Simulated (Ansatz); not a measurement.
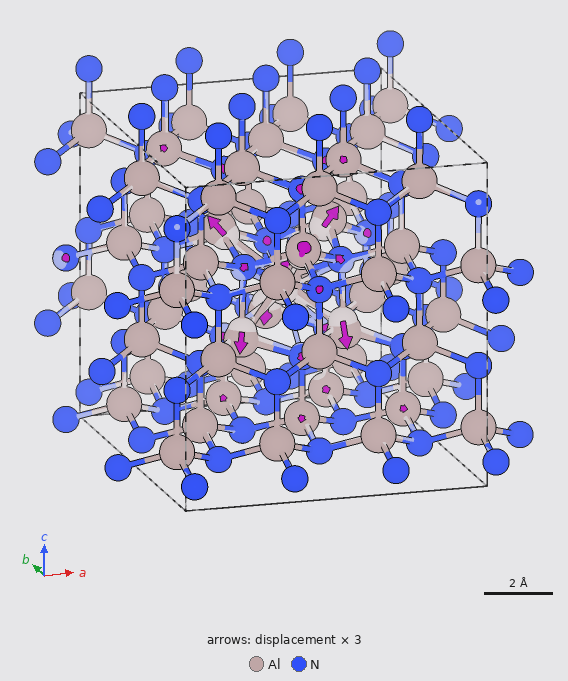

A relaxation of a defect cell of composition Al$_{49}$N$_{48}$ (cell charge +2). The starting structure is drawn faded, the final one solid; purple arrows show the displacements, 3 times their true length.

Style: ball-and-stick. Shown: the cell of the calculation (origin shifted), slightly off an axis.

Computed with Ansatz 0.2.0, DFT, PBEsol, PAW, plane waves. Set-up: plane-wave cutoff 420 eV; k-point mesh 1 × 1 × 1; mesh shifted by (0.25, 0.25, 0.25); collinear spin; atoms relaxed in a fixed cell; force threshold 0.03 eV/Å; at most 80 steps.

> Atoms of which element are displaced furthest, and by how much?

Aluminium: up to 0.36 Å, against 0.14 Å for nitrogen.

> What did the optimiser do to the structure, and how much energy did it gain?

After 6 geometry steps the energy has fallen by 6.701 eV per cell of the calculation. The largest force component goes from 7.6 to 0.024 eV/Å. The atom that moves furthest is an Al atom (0.36 Å along +c). By element the largest moves are Al 0.36 Å, N 0.14 Å. The cell stays as it was. Near-neighbour distances that change, for instance: Al–Al 2.004 → 2.398 Å, Al–Al 2.021 → 2.405 Å, Al–N 1.836 → 2.204 Å, Al–N 2.318 → 2.683 Å. Among the angles between lasting bonds that change: Al–Al–N 172.9° → 151.9°, Al–Al–N 169.9° → 151.9°, N–Al–N 112.0° → 96.5°.

Limits of the set-up: the cell is charged, on a uniform background, and energies carry no finite-size correction.
